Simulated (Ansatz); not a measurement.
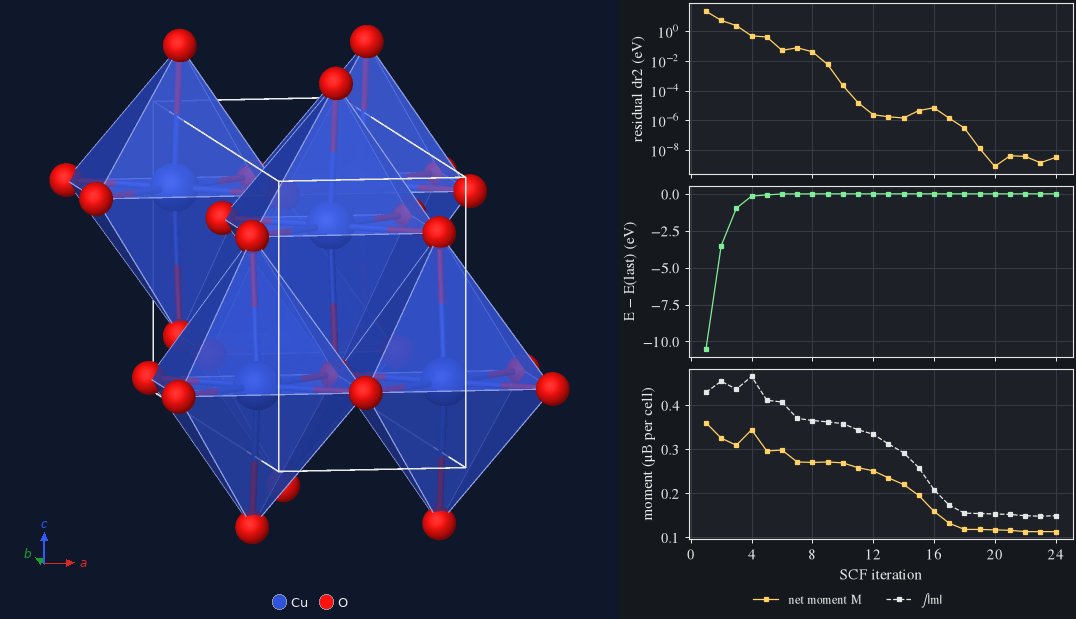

Beside the plot: the structure in its conventional cell.

The plot shows the SCF iterations of a calculation: density residual dr2, Harris–Foulkes energy less its last value, magnetic moments. dr2 is the charge part; the magnetisation has a residual of its own.

- system: CuO₂ (Cmcm, 6 atoms in the cell)
- method: DFT PBEsol, scalar-relativistic, plane waves, PAW in Ansatz; cutoff 200 eV, 14×14×8 k-mesh, Gaussian smearing of 0.1 eV, collinear spins

Question: How did this run end?

Answer: The run converged; it took 24 iterations. The residual falls unevenly and jumps up by a factor of two or more 3 times on the way down. The program keeps the magnetisation out of the quasi-Newton mixer until iteration 2 and then restarts the mixer with it.

Question: What happens to the magnetisation?

Answer: The net moment goes from 0.36 to 0.11 μB per cell. ∫|m| ends at 0.1 μB.
